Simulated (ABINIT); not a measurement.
## Geometry relaxation, with input and output: ZnS (part 2 of 3)

ZnS (F-43m, 2 atoms in the cell); Kohn-Sham DFT of a periodic cell, LDA, HGH LDA, no spin polarisation (ABINIT 10.8.3); cutoff 761.92 eV, 7×7×7 k-mesh, fermi-dirac of 0.05 eV. The structure derives from an entry of the Crystallography Open Database.

Geometry of the input (Å; fractional positions):
```
0.0000  2.7020  2.7020
2.7020  0.0000  2.7020
2.7020  2.7020  0.0000
Zn 0.7500  0.7500  0.7500
S  0.0000  0.0000  0.0000
```

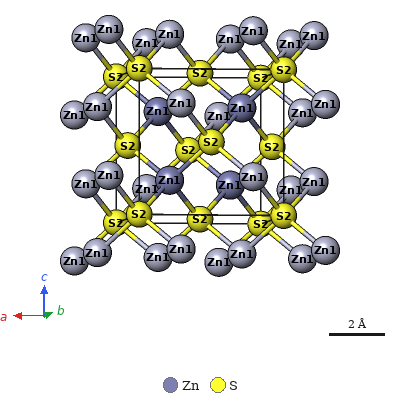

Fig. 1: The structure as given in the input (ball-and-stick view of the cell 4 times as large as that of the calculation, set on its symmetry axes, seen at an oblique angle; neighbours outside the cell are drawn fainter; atoms are numbered from 1 in the order of the input).

### Output, continued
```
--- !ResultsGS
iteration_state: {dtset: 1, itime: 2, icycle: 1, }
comment   : Summary of ground state results
lattice_vectors:
- [  0.0000000,   5.0232478,   5.0232478, ]
- [  5.0232478,   0.0000000,   5.0232478, ]
- [  5.0232478,   5.0232478,   0.0000000, ]
lattice_lengths: [   7.10395,    7.10395,    7.10395, ]
lattice_angles: [ 60.000,  60.000,  60.000, ] # degrees, (23, 13, 12)
lattice_volume:   2.5350342E+02
convergence: {deltae: -1.865E-13, res2:  4.310E-14, residm:  4.273E-10, diffor: null, }
etotal    :  -1.14504404E+01
entropy   :   0.00000000E+00
fermie    :   1.45583056E-01
cartesian_stress_tensor: # hartree/bohr^3
- [  4.74749422E-04,   0.00000000E+00,   0.00000000E+00, ]
- [  0.00000000E+00,   4.74749422E-04,   0.00000000E+00, ]
- [  0.00000000E+00,   0.00000000E+00,   4.74749422E-04, ]
pressure_GPa:  -1.3968E+01
xred      :
- [  7.5000E-01,   7.5000E-01,   7.5000E-01, Zn]
- [  0.0000E+00,   0.0000E+00,   0.0000E+00,  S]
cartesian_forces: # hartree/bohr
- [ -0.00000000E+00,  -0.00000000E+00,  -0.00000000E+00, ]
- [ -0.00000000E+00,  -0.00000000E+00,  -0.00000000E+00, ]
force_length_stats: {min:   0.00000000E+00, max:   0.00000000E+00, mean:   0.00000000E+00, }
...

 Integrated electronic density in atomic spheres:
 ------------------------------------------------
 Atom  Sphere_radius  Integrated_density
    1        2.00000          0.66562396
    2        2.00000          3.89639036

---OUTPUT-----------------------------------------------------------------------

 Cartesian coordinates (xcart) [bohr]
  7.53487176229118E+00  7.53487176229118E+00  7.53487176229118E+00
  0.00000000000000E+00  0.00000000000000E+00  0.00000000000000E+00
 Reduced coordinates (xred)
  7.50000000000000E-01  7.50000000000000E-01  7.50000000000000E-01
  0.00000000000000E+00  0.00000000000000E+00  0.00000000000000E+00
 Cartesian forces (fcart) [Ha/bohr]; max,rms= 0.00000E+00 0.00000E+00 (free atoms)
 -0.00000000000000E+00 -0.00000000000000E+00 -0.00000000000000E+00
 -0.00000000000000E+00 -0.00000000000000E+00 -0.00000000000000E+00
 Gradient of E wrt nuclear positions in reduced coordinates (gred)
  0.00000000000000E+00  0.00000000000000E+00  0.00000000000000E+00
  0.00000000000000E+00  0.00000000000000E+00  0.00000000000000E+00
 Scale of Primitive Cell (acell) [bohr]
  7.10394522464950E+00  7.10394522464950E+00  7.10394522464950E+00
 Real space primitive translations (rprimd) [bohr]
  0.00000000000000E+00  5.02324784152745E+00  5.02324784152745E+00
  5.02324784152745E+00  0.00000000000000E+00  5.02324784152745E+00
  5.02324784152745E+00  5.02324784152745E+00  0.00000000000000E+00
 Unitary Cell Volume (ucvol) [Bohr^3]=  2.53503415222345E+02
 Angles (23,13,12)= [degrees]
  6.00000000000000E+01  6.00000000000000E+01  6.00000000000000E+01
 Lengths [Bohr]
  7.10394522464950E+00  7.10394522464950E+00  7.10394522464950E+00
 Stress tensor in cartesian coordinates (strten) [Ha/bohr^3]
  4.74749422057806E-04  0.00000000000000E+00  0.00000000000000E+00
  0.00000000000000E+00  4.74749422057806E-04  0.00000000000000E+00
  0.00000000000000E+00  0.00000000000000E+00  4.74749422057806E-04
 Total energy (etotal) [Ha]= -1.14504404122066E+01

 Difference of energy with previous step (new-old):
           Absolute (Ha)=-6.49141E-03
           Relative     =-5.67074E-04

--- Iteration: ( 3/50) Internal Cycle: (1/1)
--------------------------------------------------------------------------------

---SELF-CONSISTENT-FIELD CONVERGENCE--------------------------------------------

--- !BeginCycle
iteration_state: {dtset: 1, itime: 3, icycle: 1, }
solver: {iscf: 7, nstep: 80, nline: 4, wfoptalg: 0, }
tolerances: {tolvrs: 1.00E-12, }
...

     iter   Etot(hartree)      deltaE(h)  residm     vres2
 ETOT  1  -11.429482311430    -1.143E+01 8.057E-02 2.938E+02
 ETOT  2  -11.458193151050    -2.871E-02 1.071E-05 9.841E+00
 ETOT  3  -11.459338723798    -1.146E-03 5.899E-05 7.214E-01
 ETOT  4  -11.459379102336    -4.038E-05 5.593E-06 3.312E-03
 ETOT  5  -11.459379248506    -1.462E-07 3.852E-07 4.041E-05
 ETOT  6  -11.459379250752    -2.246E-09 5.863E-07 1.138E-06
 ETOT  7  -11.459379250818    -6.573E-11 4.494E-04 3.652E-08
 ETOT  8  -11.459379250820    -2.435E-12 6.263E-07 8.283E-11
 ETOT  9  -11.459379250820    -3.144E-13 1.321E-06 2.874E-13

 At SCF step    9       vres2   =  2.87E-13 < tolvrs=  1.00E-12 =>converged.

 Cartesian components of stress tensor (hartree/bohr^3)
  sigma(1 1)= -3.79036843E-04  sigma(3 2)=  0.00000000E+00
  sigma(2 2)= -3.79036843E-04  sigma(3 1)=  0.00000000E+00
  sigma(3 3)= -3.79036843E-04  sigma(2 1)=  0.00000000E+00

--- !ResultsGS
iteration_state: {dtset: 1, itime: 3, icycle: 1, }
comment   : Summary of ground state results
lattice_vectors:
- [  0.0000000,   4.6001666,   4.6001666, ]
- [  4.6001666,   0.0000000,   4.6001666, ]
- [  4.6001666,   4.6001666,   0.0000000, ]
lattice_lengths: [   6.50562,    6.50562,    6.50562, ]
lattice_angles: [ 60.000,  60.000,  60.000, ] # degrees, (23, 13, 12)
lattice_volume:   1.9469315E+02
convergence: {deltae: -3.144E-13, res2:  2.874E-13, residm:  1.321E-06, diffor: null, }
etotal    :  -1.14593793E+01
entropy   :   0.00000000E+00
fermie    :   2.45363575E-01
cartesian_stress_tensor: # hartree/bohr^3
- [ -3.79036843E-04,   0.00000000E+00,   0.00000000E+00, ]
- [  0.00000000E+00,  -3.79036843E-04,   0.00000000E+00, ]
- [  0.00000000E+00,   0.00000000E+00,  -3.79036843E-04, ]
pressure_GPa:   1.1152E+01
xred      :
- [  7.5000E-01,   7.5000E-01,   7.5000E-01, Zn]
- [  0.0000E+00,   0.0000E+00,   0.0000E+00,  S]
cartesian_forces: # hartree/bohr
- [ -0.00000000E+00,  -0.00000000E+00,  -0.00000000E+00, ]
- [ -0.00000000E+00,  -0.00000000E+00,  -0.00000000E+00, ]
force_length_stats: {min:   0.00000000E+00, max:   0.00000000E+00, mean:   0.00000000E+00, }
...

 Integrated electronic density in atomic spheres:
 ------------------------------------------------
 Atom  Sphere_radius  Integrated_density
    1        2.00000          0.94136355
    2        2.00000          4.10162187

---OUTPUT-----------------------------------------------------------------------

 Cartesian coordinates (xcart) [bohr]
  6.90024992935002E+00  6.90024992935002E+00  6.90024992935002E+00
  0.00000000000000E+00  0.00000000000000E+00  0.00000000000000E+00
 Reduced coordinates (xred)
  7.50000000000000E-01  7.50000000000000E-01  7.50000000000000E-01
  0.00000000000000E+00  0.00000000000000E+00  0.00000000000000E+00
 Cartesian forces (fcart) [Ha/bohr]; max,rms= 0.00000E+00 0.00000E+00 (free atoms)
 -0.00000000000000E+00 -0.00000000000000E+00 -0.00000000000000E+00
 -0.00000000000000E+00 -0.00000000000000E+00 -0.00000000000000E+00
 Gradient of E wrt nuclear positions in reduced coordinates (gred)
  0.00000000000000E+00  0.00000000000000E+00  0.00000000000000E+00
  0.00000000000000E+00  0.00000000000000E+00  0.00000000000000E+00
 Scale of Primitive Cell (acell) [bohr]
  6.50561802256719E+00  6.50561802256719E+00  6.50561802256719E+00
 Real space primitive translations (rprimd) [bohr]
  0.00000000000000E+00  4.60016661956668E+00  4.60016661956668E+00
  4.60016661956668E+00  0.00000000000000E+00  4.60016661956668E+00
  4.60016661956668E+00  4.60016661956668E+00  0.00000000000000E+00
 Unitary Cell Volume (ucvol) [Bohr^3]=  1.94693154786428E+02
 Angles (23,13,12)= [degrees]
  6.00000000000000E+01  6.00000000000000E+01  6.00000000000000E+01
 Lengths [Bohr]
  6.50561802256719E+00  6.50561802256719E+00  6.50561802256719E+00
 Stress tensor in cartesian coordinates (strten) [Ha/bohr^3]
 -3.79036843489095E-04  0.00000000000000E+00  0.00000000000000E+00
  0.00000000000000E+00 -3.79036843489095E-04  0.00000000000000E+00
  0.00000000000000E+00  0.00000000000000E+00 -3.79036843489095E-04
 Total energy (etotal) [Ha]= -1.14593792508204E+01

 Difference of energy with previous step (new-old):
           Absolute (Ha)=-8.93884E-03
           Relative     =-7.80350E-04

--- Iteration: ( 4/50) Internal Cycle: (1/1)
--------------------------------------------------------------------------------

---SELF-CONSISTENT-FIELD CONVERGENCE--------------------------------------------

--- !BeginCycle
iteration_state: {dtset: 1, itime: 4, icycle: 1, }
solver: {iscf: 7, nstep: 80, nline: 4, wfoptalg: 0, }
tolerances: {tolvrs: 1.00E-12, }
...

     iter   Etot(hartree)      deltaE(h)  residm     vres2
 ETOT  1  -11.455930551316    -1.146E+01 3.224E-05 5.548E+01
 ETOT  2  -11.461778587376    -5.848E-03 2.416E-06 2.335E+00
 ETOT  3  -11.462089232519    -3.106E-04 1.574E-05 1.673E-01
 ETOT  4  -11.462099366893    -1.013E-05 1.125E-06 1.281E-03
 ETOT  5  -11.462099409395    -4.250E-08 1.090E-07 9.853E-06
 ETOT  6  -11.462099409838    -4.432E-10 2.812E-08 2.226E-07
 ETOT  7  -11.462099409849    -1.082E-11 2.416E-09 3.353E-09
 ETOT  8  -11.462099409849    -4.068E-13 7.989E-10 2.783E-11
 ETOT  9  -11.462099409849    -4.441E-14 3.135E-10 5.682E-14

 At SCF step    9       vres2   =  5.68E-14 < tolvrs=  1.00E-12 =>converged.

 Cartesian components of stress tensor (hartree/bohr^3)
  sigma(1 1)=  8.11052621E-05  sigma(3 2)=  0.00000000E+00
  sigma(2 2)=  8.11052621E-05  sigma(3 1)=  0.00000000E+00
  sigma(3 3)=  8.11052621E-05  sigma(2 1)=  0.00000000E+00

--- !ResultsGS
iteration_state: {dtset: 1, itime: 4, icycle: 1, }
comment   : Summary of ground state results
lattice_vectors:
- [  0.0000000,   4.7609815,   4.7609815, ]
- [  4.7609815,   0.0000000,   4.7609815, ]
- [  4.7609815,   4.7609815,   0.0000000, ]
lattice_lengths: [   6.73304,    6.73304,    6.73304, ]
lattice_angles: [ 60.000,  60.000,  60.000, ] # degrees, (23, 13, 12)
lattice_volume:   2.1583382E+02
convergence: {deltae: -4.441E-14, res2:  5.682E-14, residm:  3.135E-10, diffor: null, }
etotal    :  -1.14620994E+01
entropy   :   0.00000000E+00
fermie    :   2.09062517E-01
cartesian_stress_tensor: # hartree/bohr^3
- [  8.11052621E-05,   0.00000000E+00,   0.00000000E+00, ]
- [  0.00000000E+00,   8.11052621E-05,   0.00000000E+00, ]
- [  0.00000000E+00,   0.00000000E+00,   8.11052621E-05, ]
pressure_GPa:  -2.3862E+00
xred      :
- [  7.5000E-01,   7.5000E-01,   7.5000E-01, Zn]
- [  0.0000E+00,   0.0000E+00,   0.0000E+00,  S]
cartesian_forces: # hartree/bohr
- [ -0.00000000E+00,  -0.00000000E+00,  -0.00000000E+00, ]
- [ -0.00000000E+00,  -0.00000000E+00,  -0.00000000E+00, ]
force_length_stats: {min:   0.00000000E+00, max:   0.00000000E+00, mean:   0.00000000E+00, }
...

 Integrated electronic density in atomic spheres:
 ------------------------------------------------
 Atom  Sphere_radius  Integrated_density
    1        2.00000          0.82931313
    2        2.00000          4.03533979

---OUTPUT-----------------------------------------------------------------------

 Cartesian coordinates (xcart) [bohr]
  7.14147231053688E+00  7.14147231053688E+00  7.14147231053688E+00
  0.00000000000000E+00  0.00000000000000E+00  0.00000000000000E+00
 Reduced coordinates (xred)
  7.50000000000000E-01  7.50000000000000E-01  7.50000000000000E-01
  0.00000000000000E+00  0.00000000000000E+00  0.00000000000000E+00
 Cartesian forces (fcart) [Ha/bohr]; max,rms= 0.00000E+00 0.00000E+00 (free atoms)
 -0.00000000000000E+00 -0.00000000000000E+00 -0.00000000000000E+00
 -0.00000000000000E+00 -0.00000000000000E+00 -0.00000000000000E+00
 Gradient of E wrt nuclear positions in reduced coordinates (gred)
  0.00000000000000E+00  0.00000000000000E+00  0.00000000000000E+00
  0.00000000000000E+00  0.00000000000000E+00  0.00000000000000E+00
 Scale of Primitive Cell (acell) [bohr]
  6.73304466458212E+00  6.73304466458212E+00  6.73304466458212E+00
 Real space primitive translations (rprimd) [bohr]
  0.00000000000000E+00  4.76098154035792E+00  4.76098154035792E+00
  4.76098154035792E+00  0.00000000000000E+00  4.76098154035792E+00
  4.76098154035792E+00  4.76098154035792E+00  0.00000000000000E+00
 Unitary Cell Volume (ucvol) [Bohr^3]=  2.15833815610090E+02
 Angles (23,13,12)= [degrees]
  6.00000000000000E+01  6.00000000000000E+01  6.00000000000000E+01
 Lengths [Bohr]
  6.73304466458212E+00  6.73304466458212E+00  6.73304466458212E+00
 Stress tensor in cartesian coordinates (strten) [Ha/bohr^3]
  8.11052621110533E-05  0.00000000000000E+00  0.00000000000000E+00
  0.00000000000000E+00  8.11052621110533E-05  0.00000000000000E+00
  0.00000000000000E+00  0.00000000000000E+00  8.11052621110533E-05
 Total energy (etotal) [Ha]= -1.14620994098490E+01

 Difference of energy with previous step (new-old):
           Absolute (Ha)=-2.72016E-03
           Relative     =-2.37346E-04

--- Iteration: ( 5/50) Internal Cycle: (1/1)
--------------------------------------------------------------------------------

---SELF-CONSISTENT-FIELD CONVERGENCE--------------------------------------------

--- !BeginCycle
iteration_state: {dtset: 1, itime: 5, icycle: 1, }
solver: {iscf: 7, nstep: 80, nline: 4, wfoptalg: 0, }
tolerances: {tolvrs: 1.00E-12, }
...

     iter   Etot(hartree)      deltaE(h)  residm     vres2
 ETOT  1  -11.462082910872    -1.146E+01 2.434E-02 1.894E+00
 ETOT  2  -11.462279261575    -1.964E-04 7.980E-08 7.564E-02
 ETOT  3  -11.462288990222    -9.729E-06 4.952E-07 5.608E-03
 ETOT  4  -11.462289323584    -3.334E-07 3.958E-08 3.457E-05
 ETOT  5  -11.462289324771    -1.187E-09 1.051E-08 2.158E-07
 ETOT  6  -11.462289324776    -5.869E-12 1.596E-08 5.437E-09
 ETOT  7  -11.462289324777    -9.948E-14 2.064E-08 9.202E-11
 ETOT  8  -11.462289324777    -3.091E-13 2.779E-08 5.855E-13

 At SCF step    8       vres2   =  5.86E-13 < tolvrs=  1.00E-12 =>converged.

 Cartesian components of stress tensor (hartree/bohr^3)
  sigma(1 1)=  8.33209283E-06  sigma(3 2)=  0.00000000E+00
  sigma(2 2)=  8.33209283E-06  sigma(3 1)=  0.00000000E+00
  sigma(3 3)=  8.33209283E-06  sigma(2 1)=  0.00000000E+00
```
